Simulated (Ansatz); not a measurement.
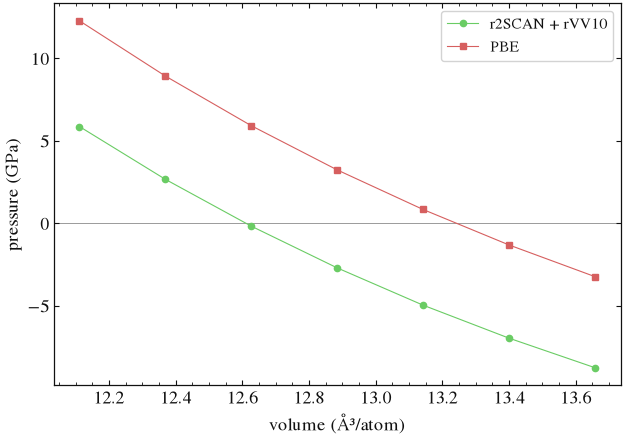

Plotted: pressure against volume, with one curve for each functional, for Cu₂O (space group Pn-3m).

Computed with Ansatz 0.2.0: plane-wave DFT, no spin polarisation; energies at scaled volumes of the given cell, shape and fractions fixed, counted from the fit's minimum, third-order Birch-Murnaghan fit. All runs: no spin polarisation.

| setting | value |
| --- | --- |
| k mesh | 6×6×6 |
| occupations | Fermi–Dirac |
| smearing width | 0.05 eV |

Settings that differ: r2SCAN + rVV10: density cutoff 2500 eV, wave cutoff 500 eV, potentials Ansatz PAW; PBE: density cutoff 1680 eV, wave cutoff 420 eV, potentials Ansatz-PAW-small-core.

**Order the curves by fitted equilibrium volume, smallest first.**

r2SCAN + rVV10 12.609, PBE 13.238 Å³/atom.

**Order the curves by fitted bulk modulus, smallest first.**

PBE 111.2, r2SCAN + rVV10 132.3 GPa.

**For r2SCAN + rVV10: what does the pressure do across the range?**

It falls from 5.85 GPa at volume 12.11 Å³/atom to −8.77 GPa at 13.66 Å³/atom, and changes sign near 12.61 Å³/atom.
